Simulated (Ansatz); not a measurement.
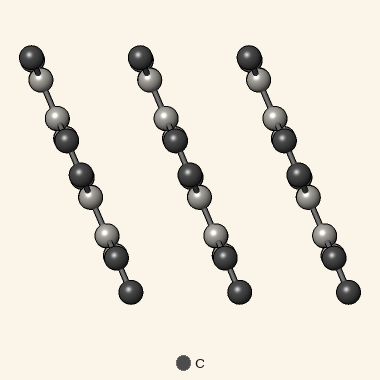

The system is CO on a C(110) slab cut from the R-3m phase, its upper half relaxed before the scan (40 atoms of substrate and one adsorbate in a 2 × 2 cell); the picture shows it without the atoms that are moved over the map. 
- CO (O end down) is moved over the surface cell at a fixed height above a rigid substrate; the origin of the map has the adsorbate above C33; the height is held at 3.30 Å.
- Places are given modulo a cell vector. The map is drawn in real space over the plane of the surface.
- The scan uses a 4 × 4 grid.
- Places are given in fractions of the 1 × 1 surface cell.
- All energies are given in meV relative to the lowest grid point.
- At a fixed height the lowest place need not be the adsorption site.
- Theory: Ansatz 0.2.0, DFT PBE+D3(BJ), scalar-relativistic, plane waves, PAW. Settings: cutoff 420 eV, k-mesh 4×4×1, gaussian smearing 0.05 eV, no spin polarisation.

Range: position of O41 along the first surface vector from 0.00 to 0.75; position of O41 along the second surface vector from 0.00 to 0.75.

Q: What landscape does the calculation give?

A: The lowest grid point is at (1/4, 3/4) of the cell vectors. The highest grid point, (0/4, 1/4) of the cell vectors, lies 19.8 meV above the lowest.

| second ↓, first → | 0/4 | 1/4 | 2/4 | 3/4 |
| --- | --- | --- | --- | --- |
| 3/4 | 3.5 | 0.0 | 0.1 | 3.7 |
| 2/4 | 5.2 | 5.3 | 0.5 | 0.4 |
| 1/4 | 19.8 | 13.4 | 3.3 | 9.1 |
| 0/4 | 17.8 | 7.4 | 3.0 | 12.9 |

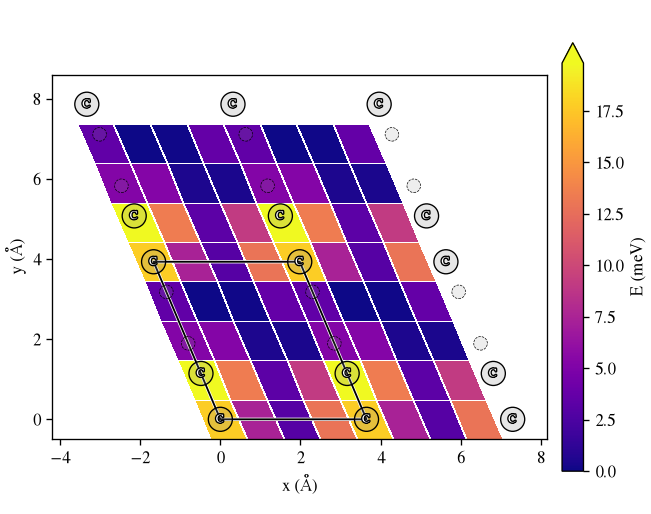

Drawn: one coloured cell a grid point, labelled circles for the atoms of the top layer and small ones for the second layer, the outline of one cell of the 2 × 2 shown, one colour for all values above the top of the scale.

Time for the 16 points that were run: 14 min on 4 threads of Intel(R) Xeon(R) Platinum 8259CL CPU @ 2.50GHz (Skylake/Cascade Lake), with other jobs on the host.

PAW datasets: the set soft_1.
